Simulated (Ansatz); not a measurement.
PtSe₂

Input file:

```
crystal:
  lattice:
    - [-1.8620003023, -3.2250791273, 5.062]
    - [3.7240006046, 0.0, 5.062]
    - [-1.8620003023, 3.2250791273, 5.062]
  atoms:
    - { symbol: Pt, position: [0.0, 0.0, 0.0] }
    - { symbol: Pt, position: [0.3333333333, 0.3333333333, 0.3333333333] }
    - { symbol: Pt, position: [0.6666666667, 0.6666666667, 0.6666666667] }
    - { symbol: Se, position: [0.75, 0.0833333333, 0.4166666667] }
    - { symbol: Se, position: [0.0833333333, 0.4166666667, 0.75] }
    - { symbol: Se, position: [0.4166666667, 0.75, 0.0833333333] }
    - { symbol: Se, position: [0.9166666667, 0.5833333333, 0.25] }
    - { symbol: Se, position: [0.25, 0.9166666667, 0.5833333333] }
    - { symbol: Se, position: [0.5833333333, 0.25, 0.9166666667] }
basis:
  ecutwfc: 420
kpoints:
  mp_grid: { grid: [12, 12, 12] }
hamiltonian:
  xc: pbe
  dispersion: d3bj
scf:
  occupations: { method: gaussian, width: 0.15 }
output:
  forces: true
  stress: true
  eigenvalues: true
  write_density: true
  write_potential: true
  elf: true
  volumetric_format: npy
```

Run with:

```sh
ansatz run input.yaml --threads 2 --pin off --max-ram 5120MiB --backend cpu --events-out ev --progress --plain --runs-dir out
```

Space group P-3m1; not relaxed (largest force 0.6 eV/Å); computed pressure about 3 GPa in this cell.

Level of theory: DFT PBE+D3(BJ), scalar-relativistic, plane waves, PAW in Ansatz.

Core electrons are frozen (PAW), and the valence fields are smoothed inside the atomic spheres.

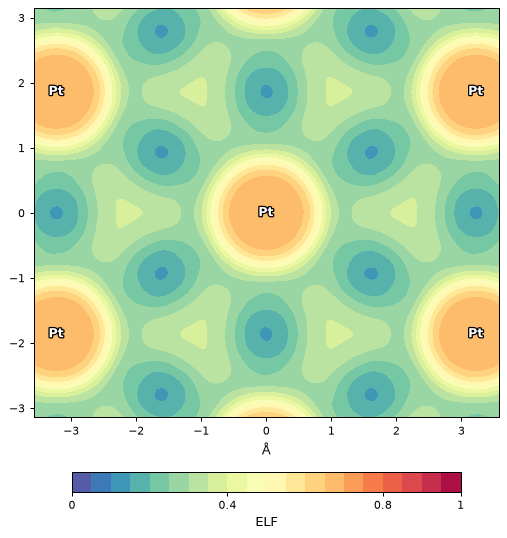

Figure 1. Electron localisation function on the (111) plane of the calculation cell.

**Describe what can be read from this map.**

Atoms in the plane: Pt.
The features right at Pt lie inside the PAW spheres, where the map follows smoothed inner orbitals and isn't to be read closely.

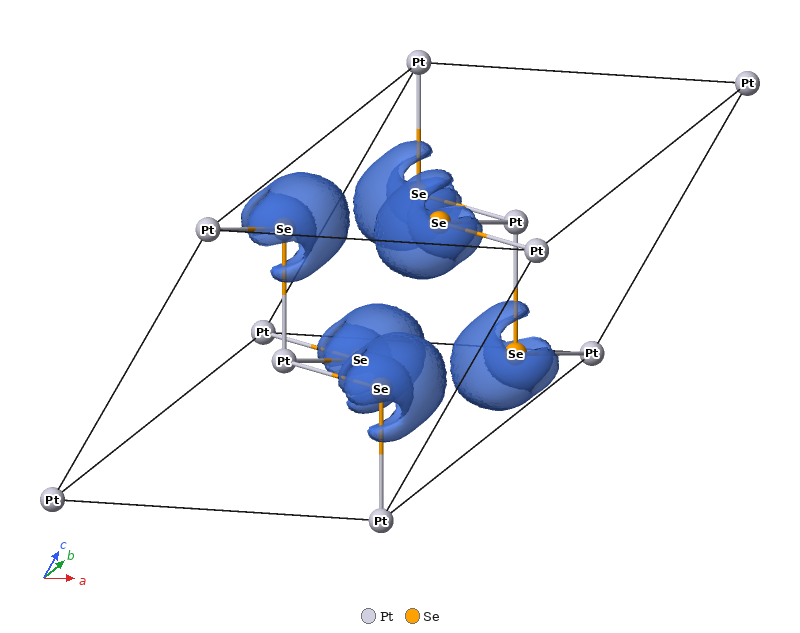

Figure 2. Isosurface of the ELF at 0.75 (blue), seen at an oblique angle. Only the valence region is drawn (cores and ρ < 0.01 e/Å³ removed). Sticks mark near contacts.

**What do the ELF domains correspond to?**

The surface consists of six regions wrapped around Se (the valence shell of each), counted in one cell of 9 atoms. Regions shared between cells count once. Along the contacts the grid gives the following. Pt–Se (2.49 Å): the ELF is about 0.50 at the midpoint.

**Does the calculation give a band gap?**

It is gapless in this calculation (a metal or semimetal); semilocal functionals without U, or without the true magnetic order, often close the gap of such compounds.
